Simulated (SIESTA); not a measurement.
**Pt: 7 runs along one coordinate**

System: Pt (Fm-3m, 1 atom in the cell).
Method: Kohn-Sham DFT of a periodic cell, PBE, PseudoDojo 0.4 standard, converted to PSML, no spin polarisation (SIESTA 5.4.2).

The 7 runs differ only in the geometry, by an even scaling of the cell at fixed fractional positions. The structure derives from an entry of the Crystallography Open Database.

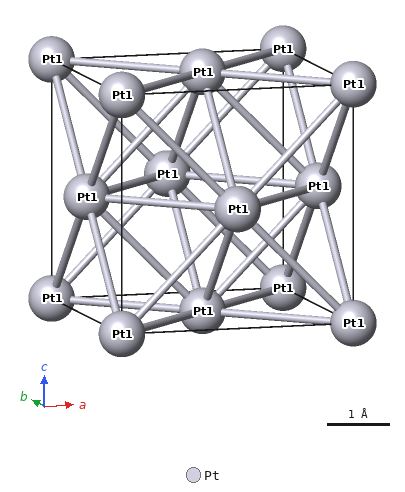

Figure 1. The structure of run 4 (ball-and-stick view of the cell 4 times as large as that of the calculation, set on its symmetry axes, seen slightly off an axis; atoms are numbered from 1 in the order of the input).

### Input of run 4
```
SystemName                      Pt
SystemLabel                     Pt
NumberOfSpecies                 1
NumberOfAtoms                   1
%block ChemicalSpeciesLabel
  1  78 Pt
%endblock ChemicalSpeciesLabel

LatticeConstant                 1.0 Ang
%block LatticeVectors
     0.0000000000     1.9609000000     1.9609000000
     1.9609000000     0.0000000000     1.9609000000
     1.9609000000     1.9609000000     0.0000000000
%endblock LatticeVectors
AtomicCoordinatesFormat         Fractional
%block AtomicCoordinatesAndAtomicSpecies
     0.0000000000     0.0000000000     0.0000000000  1  Pt
%endblock AtomicCoordinatesAndAtomicSpecies

%block kgrid.MonkhorstPack
   12   0   0  0.0
    0  12   0  0.0
    0   0  12  0.0
%endblock kgrid.MonkhorstPack
XC.Functional                   GGA
XC.Authors                      PBE
PAO.BasisSize                   DZ
PAO.EnergyShift                 0.01 Ry
Mesh.Cutoff                     800 Ry
OccupationFunction              FD
ElectronicTemperature           0.05 eV
MaxSCFIterations                120
SCF.MustConverge                false
SCF.Mixer.Method                Pulay
SCF.Mixer.Weight                0.25
SCF.Mixer.History               8
SCF.DM.Tolerance                5.0e-05
SCF.H.Tolerance                 1.0e-03 eV
WriteForces                     true
Charge.Mulliken                 end
```

Command:
```bash
siesta Pt.fdf > Pt.out 2>&1
```

Lattice vectors (Å) and fractional positions of run 4:
```
   0.000000    1.960900    1.960900
   1.960900    0.000000    1.960900
   1.960900    1.960900    0.000000
Pt  0.000000  0.000000  0.000000
```

Run 5 differs from it as follows:
```diff
-     0.0000000000     1.9609000000     1.9609000000
-     1.9609000000     0.0000000000     1.9609000000
-     1.9609000000     1.9609000000     0.0000000000
+     0.0000000000     1.9738864712     1.9738864712
+     1.9738864712     0.0000000000     1.9738864712
+     1.9738864712     1.9738864712     0.0000000000
```

### Results, with one run withheld

| run | volume per atom (Å³) | free energy per atom, from the lowest run given (meV) | pressure (GPa) |
| --- | --- | --- | --- |
| 1 | 14.175 | 20.88 | 13.54 |
| 2 | 14.477 | 2.92 | 5.54 |
| 3 | 14.778 | 0.00 | −2.15 |
| 4 | 15.080 | 9.94 | −8.20 |
| 5 | 15.381 | ? | ? |
| 6 | 15.683 | 60.75 | −18.55 |
| 7 | 15.985 | 99.94 | −23.05 |

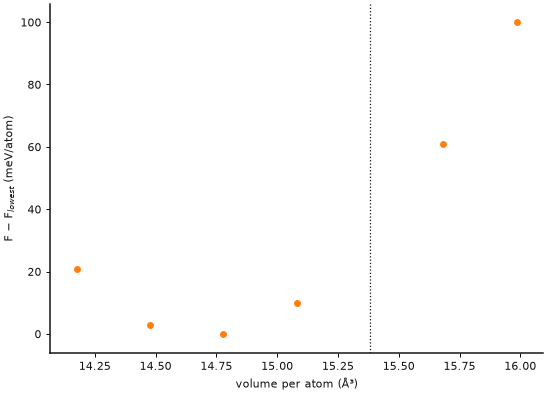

Figure 2. Free energy per atom of the runs given; the dotted line marks run 5.

What should run 5 give?

A cubic polynomial in V^(−2/3) (the Birch–Murnaghan form), fitted to the 6 runs given, misses them by at most 0.22 meV per atom. With x = V^(−2/3) − 0.16436 Å⁻², it reads F = 6.3133 − 5810.6 x + 1.2265e+06 x² + 6.6138e+06 x³ (meV per atom). At run 5 it gives 30.47 meV per atom, and the run itself gives 30.39. The slope of the fit gives a pressure −dF/dV of −13.73 GPa there, and the run prints −13.50 GPa. The two needn't agree exactly: the fit is approximate, and the printed stress is taken on a finite basis. The fit has its minimum at 14.695 Å³ per atom, where V d²F/dV² gives 343 GPa: the bulk modulus at this level, since symmetry fixes the shape and the positions.

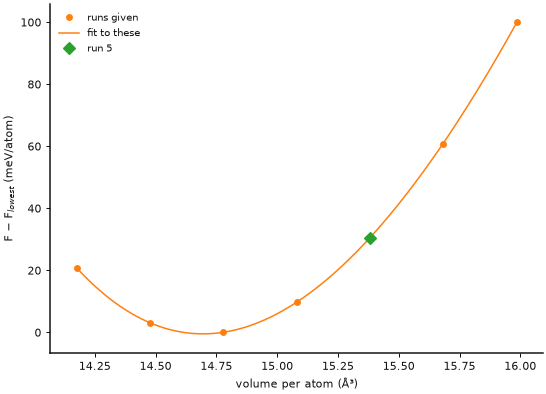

Figure 3. The fit and the withheld run.

### Some lines of the output (run 5)
```
[...]
outcell: Cell volume (Ang**3)        :     15.3814
stepf: Fermi-Dirac step function
siesta: Etot    =     -3550.208806
siesta: FreeEng =     -3550.223220
        iscf     Eharris(eV)        E_KS(eV)     FreeEng(eV)     dDmax    Ef(eV) dHmax(eV)
siesta: E_KS(eV) =            -3551.4427
siesta: E_KS - E_eggbox =     -3551.4427
siesta: Etot    =     -3551.442651
siesta: FreeEng =     -3551.457966
siesta:         Fermi =      -1.544882
siesta: Cell volume =         15.381423 Ang**3
    Orbital volume contribution        =           0.428715 eV
```

Notes: Points of doubt noted for this run: basis without polarisation orbitals; short basis over semicore shells. Spin–orbit coupling is left out, which matters for Pt. With a small basis of atomic orbitals these values can differ much from converged plane-wave results.
